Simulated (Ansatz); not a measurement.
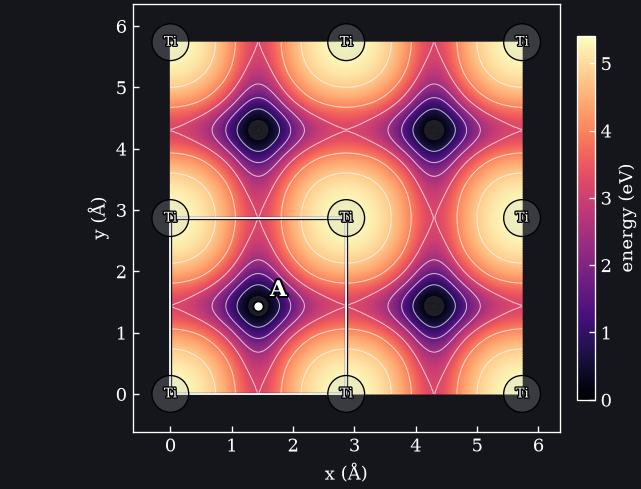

C on a Ti(100) slab cut from the Fm-3m phase, its upper half relaxed before the scan (12 atoms of substrate and one adsorbate in a 2 × 2 cell). C is moved over the surface cell; relaxed at each place: the height of the adsorbate's atoms; substrate rigid; the origin of the map has the adsorbate above Ti9. Places are given modulo a cell vector. The map is drawn in real space over the plane of the surface. The scan uses a 6 × 6 grid; 10 points were computed and 26 follow by symmetry. Places are given in fractions of the 1 × 1 surface cell. Energies: eV, counted from the lowest grid point. The calculation used DFT PBEsol, scalar-relativistic, plane waves, PAW in Ansatz. Settings: cutoff 420 eV, k-mesh 5×5×1, gaussian smearing 0.1 eV, no spin polarisation.

Drawn: a smooth colour map with a few white contour lines, labelled circles for the atoms of the top layer and small ones for the second layer, the outline of one cell of the 2 × 2 shown, the point A. Between grid points the surface is interpolated.

**What is the easiest way out of the well at A, and how high is the barrier?**

The easiest path leads from the well at a fourfold hollow over a second-layer Ti atom, (3/6, 3/6) of the cell vectors to its copy one period on. Its highest point lies about 3.2 eV above the bottom of the first well on the interpolated surface, at a bridge site between two Ti atoms, (0/6, 3/6) of the cell vectors. This is the barrier on the constrained surface; relaxing the other coordinates would change it.

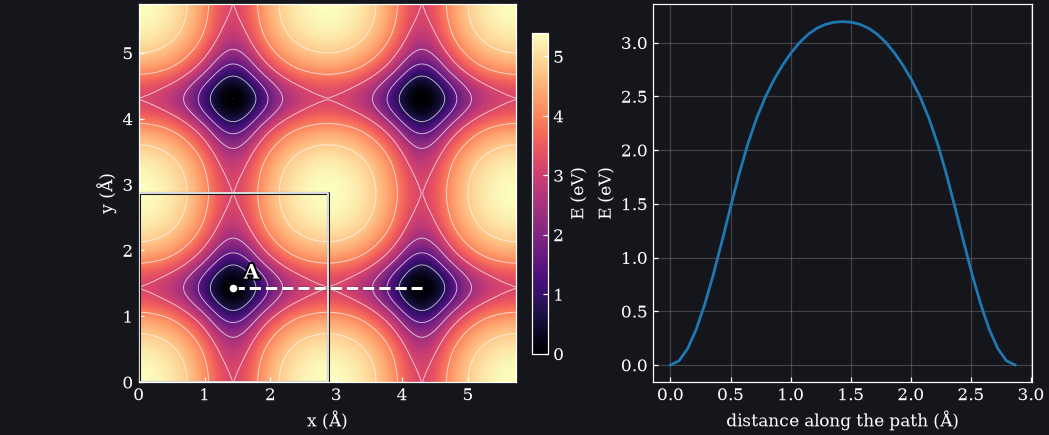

In the figure: a smooth colour map with a few white contour lines, a line along the lowest path, the outline of one cell of the 2 × 2 shown, the energy along the path at the right. Between grid points the surface is interpolated.

PAW datasets: the set soft_1.
